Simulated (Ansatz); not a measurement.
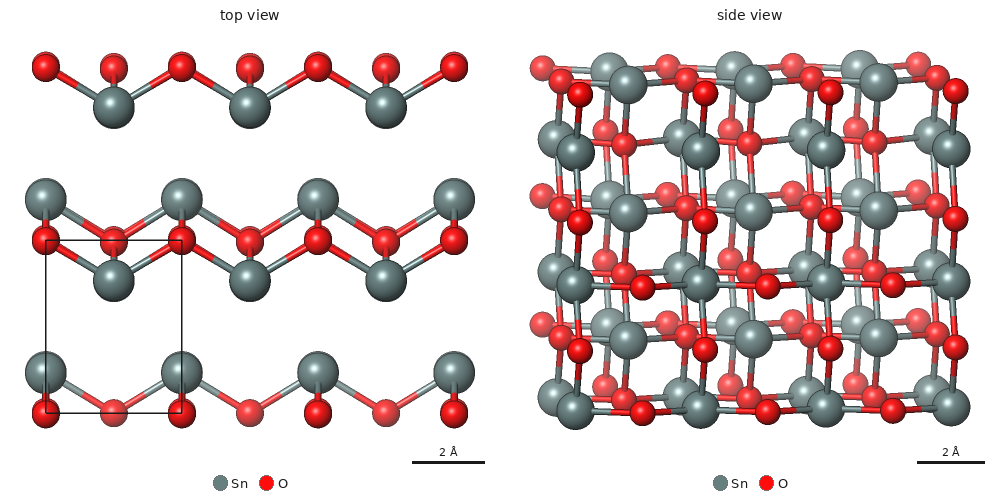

SnO(100) (P4/nmm bulk, 6 atomic planes (those closer than 0.6 Å count as one), 10 Å, SnO-terminated), seen from above and from the side.

Level of theory: DFT PBE, scalar-relativistic, plane waves, PAW in Ansatz. Cutoff 420 eV, 16 × 12 k-points, Gaussian smearing 0.05 eV, dipole correction. The slab is a cut without reconstruction beyond its cell, at the source's lattice constants, with its lower half held fixed and the rest relaxed. No spin polarisation. Spin–orbit coupling is left out; with Sn it can shift levels and gaps. The run warns that the functional's potential is rough in the thin density of the vacuum, where the tip is; weak contrasts and barriers may feel it.

Tersoff–Hamann simulation (s-wave tip); biases are sample biases. Zero bias is put in the middle of the gap by convention. Bias windows are sharp sums over the levels of the k mesh.

The calculation's input:

```yaml
crystal:
  lattice:
    - [3.802, 0.0, 0.0]
    - [0.0, 4.836, 0.0]
    - [0.0, 0.0, 27.5050002177]
  atoms:
    - { symbol: Sn, position: [0.0, 0.2385, 0.3272132314] }
    - { symbol: O, position: [0.5, 0.0, 0.3272132314] }
    - { symbol: Sn, position: [0.5, 0.7615, 0.3963279408] }
    - { symbol: O, position: [0.0, 0.0, 0.3963279408] }
    - { symbol: Sn, position: [0.0, 0.2385, 0.4654426503] }
    - { symbol: O, position: [0.5, 0.0, 0.4654426503] }
    - { symbol: Sn, position: [0.5, 0.7617563108, 0.536451995] }
    - { symbol: O, position: [0.0, 0.0073453276, 0.5376399531] }
    - { symbol: Sn, position: [0.0, 0.2304225414, 0.6113958589] }
    - { symbol: O, position: [0.5, -0.014831129, 0.6082962183] }
    - { symbol: Sn, position: [0.5, 0.7665119331, 0.6773831746] }
    - { symbol: O, position: [0.0, -0.0065208009, 0.6784954621] }
basis:
  ecutwfc: 420.0
  fft_grid_basis: typed
kpoints:
  mp_grid: { grid: [16, 12, 1] }
hamiltonian:
  xc: pbe
  pseudopotentials: { kind: paw }
scf:
  occupations: { method: gaussian, width: 0.05 }
output:
  forces: true
  eigenvalues: true
  band_densities:
    - { e_range: [-2.35, -1.55] }
    - { e_range: [-1.55, -0.95] }
    - { e_range: [-0.95, -0.6] }
    - { e_range: [-0.6, 0.0] }
    - { e_range: [0.0, 0.6] }
    - { e_range: [0.6, 0.95] }
    - { e_range: [0.95, 1.55] }
    - { e_range: [1.55, 2.15] }
  band_residual_tolerance: 1.0e-05
  write_potential: true
  elf: true
  write_density: true
  volumetric_format: npy
efield:
  axis: 3
  dipole_correction: true
  ramp_width: 0.04
checkpoint:
  read: start.run
  write: ck
  compress: false
  write_wavefunctions: false
  write_every: 100000
```

Launched as:

```sh
ansatz run input.yaml --threads 2 --pin off --max-ram 4423MiB --backend cpu --events-out ev --progress --plain --runs-dir out
```

This step took 3.4 min on 2 threads of Intel(R) Xeon(R) Platinum 8259CL CPU @ 2.50GHz (Skylake/Cascade Lake), on a shared host, peak memory 1.8 GiB; the relaxation before it isn't counted.

Describe the constant-current image at a set point of 1.2 × 10⁻⁶ e/Å³ at a sample bias of −2.35 V.

Answer. The brightest spots lie over the top Sn atoms; the darkest points are over points 1.0 Å to the side of the top O atoms. The corrugation is 50 pm at a mean tip height of 5.0 Å.

Describe the constant-current image at a set point of 6.8 × 10⁻⁵ e/Å³ at a sample bias of +1.55 V.

Answer. The brightest spots lie over the top Sn atoms; the darkest points are over the sites above the Sn atoms 1.8 Å below the top plane. The corrugation is 60 pm at a mean tip height of 4.5 Å.

The computed images, with the atoms seen from above drawn over one corner (deeper ones smaller):

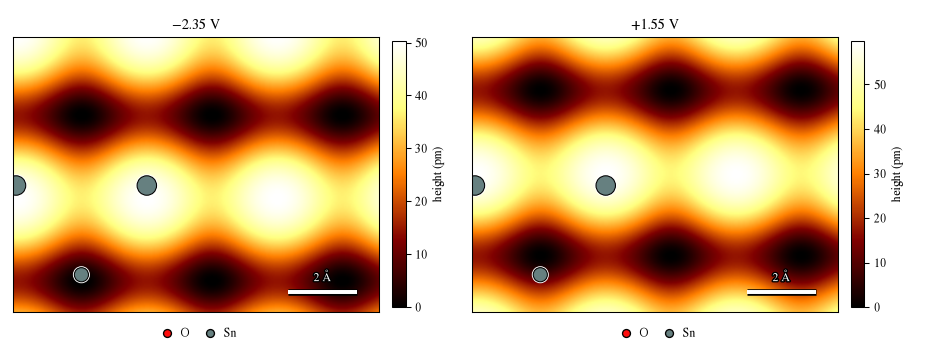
